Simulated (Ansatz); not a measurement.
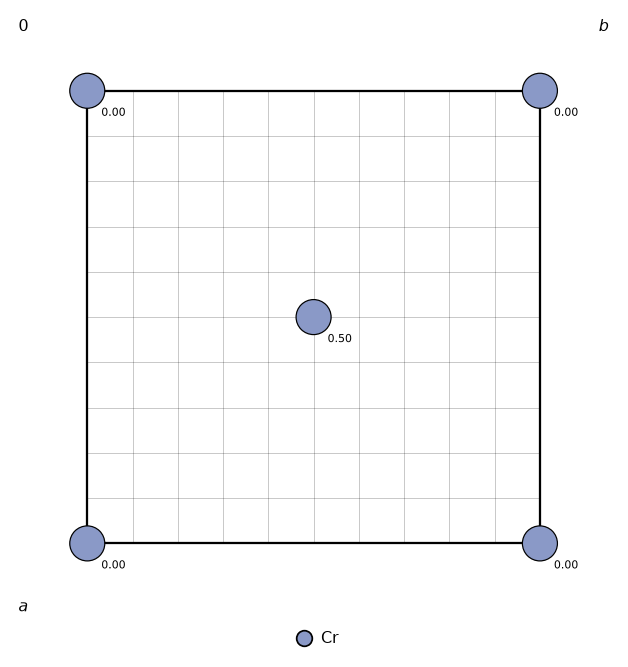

Plan of a unit cell projected along c (a down the page, b across); the numbers are heights as fractions of c, and atoms on the cell's edges are repeated. The grid marks tenths of a and b. Source: coordinates from a relaxation with DFT, LDA (PW92), plane waves (420 eV) with PAW, scalar-relativistic in Ansatz; the starting structure was generated, so it need not be a known form of this composition. The drawing is computed from the coordinates (standard cell, symmetry found to 0.002 Å).

a = 2.310 Å, b = 2.310 Å, c = 4.152 Å, α = 90.00°, β = 90.00°, γ = 90.00°.

> What does the cell contain?

2 Cr: Cr, Z = 2.

> Give the fractional coordinates of all atoms, to two places.

```tsv
atom	x	y	z
Cr	0.00	0.00	0.00
Cr	0.50	0.50	0.50
```
